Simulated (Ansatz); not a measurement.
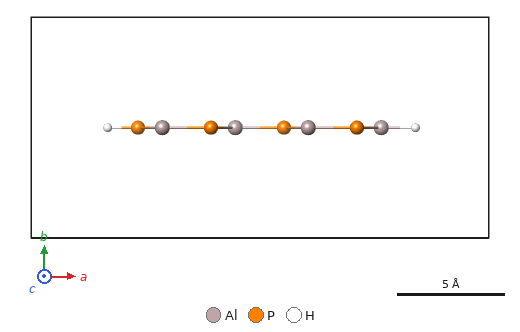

A wire of composition Al₂P₂H, before the relaxation. The picture is a ball-and-stick view of the 2 repeat of the cell, with the vacuum cut short, seen along the c axis.

Case: zigzag ribbon, 4 formula units a period, edges capped with H, edge spins opposed.

Method: DFT PBE, scalar-relativistic, plane waves, PAW in Ansatz 0.2.0.

The input:
```yaml
crystal:
  lattice:
    - [23.4, 0.0, 0.0]
    - [0.0, 9.3, 0.0]
    - [0.0, 0.0, 3.9395179293]
  atoms:
    - { symbol: Al, position: [0.3017537, 0.4998657827, 0.0] }
    - { symbol: Al, position: [0.4475538114, 0.4998657827, 0.5] }
    - { symbol: Al, position: [0.5933539227, 0.4998657827, 1.0] }
    - { symbol: Al, position: [0.739154034, 0.4998657827, 0.5], spin: -1.0 }
    - { symbol: P, position: [0.2531536629, 0.5001342173, 0.5], spin: 1.0 }
    - { symbol: P, position: [0.3989537742, 0.5001342173, 0.0] }
    - { symbol: P, position: [0.5447538856, 0.5001342173, 0.5] }
    - { symbol: P, position: [0.6905539969, 0.5001342173, 0.0] }
    - { symbol: H, position: [0.8075300612, 0.5000546148, 0.5] }
    - { symbol: H, position: [0.1924699388, 0.4999666288, 0.5] }
basis:
  ecutwfc: 420
kpoints:
  mp_grid: { grid: [1, 1, 14] }
hamiltonian:
  xc: pbe
scf:
  occupations: { method: gaussian, width: 0.05 }
output:
  forces: true
  stress: true
  eigenvalues: true
  populations: true
  write_density: true
  write_potential: true
  elf: true
  volumetric_format: npy
magnetization:
  spin_polarized: true
relax:
  adjacent_minimum: "off"
  f_tol: 0.02
  max_steps: 45
  cell: { fix: [a, b, alpha, beta, gamma], stress_tol: 0.03 }
```

Launched with:
```bash
ansatz run input.yaml --threads 4 --pin off --max-ram 11264MiB --backend cpu --events-out ev --progress --plain --runs-dir out
```

Question: Predict the outcome.

Answer: H10 moves most relative to the centre of the atoms: 2.74 Å. Largest moves by element: H 2.74 Å, P 1.92 Å, Al 1.18 Å. Along the periodic axis the drawn cell goes c 7.879 → 7.662 Å (−2.8 %). Near-neighbour distances that change, for instance: Al2–P6 2.274 → 2.337 Å, Al3–P7 2.274 → 2.326 Å, Al1–P5 2.274 → 2.317 Å, Al4–P8 2.274 → 2.308 Å. Bond angles that change, for instance: Al1–P6–Al2 120.0° → 85.8°, Al2–P7–Al3 120.0° → 91.4°, Al3–P8–Al4 120.0° → 102.1°. Over 34 accepted moves (40 points after the start) the energy falls by 0.464 eV per cell of the calculation. Largest force component: 0.52 eV/Å at the start, 0.013 eV/Å at the end. The line search rejected the trial steps at points 8, 12, 21, 26, 31 of the run. The SCF was repeated once at an unchanged geometry on a basis and grid sized afresh for the cell, which shifted the energy by 1.3 meV per cell of the calculation at most. The program noted that the starting moments weren't kept. The run took 33 min on 4 threads of Intel(R) Xeon(R) Processor @ 2.50GHz (Skylake/Cascade Lake), on a shared host, peak memory 1.4 GiB.

Final geometry:

```xyz
10
Lattice="23.4000 0.0000 0.0000 0.0000 9.3000 0.0000 0.0000 0.0000 3.8311" Properties=species:S:1:pos:R:3 pbc="T T T"
Al    8.1235    5.0423    0.0000
Al   10.6165    5.3388    1.9155
Al   13.1151    4.3058    0.0000
Al   16.1172    4.6593    1.9155
P     6.9010    4.5915    1.9155
P     9.9177    6.4813    0.0000
P    12.0457    3.5316    1.9155
P    15.1028    5.4528    0.0000
H    17.5307    3.9293    1.9155
H     6.8098    3.1674    1.9155
```

After the run, drawn alike:

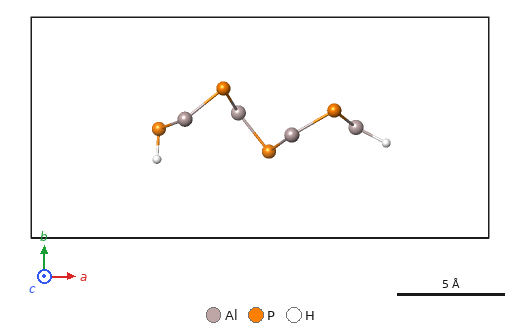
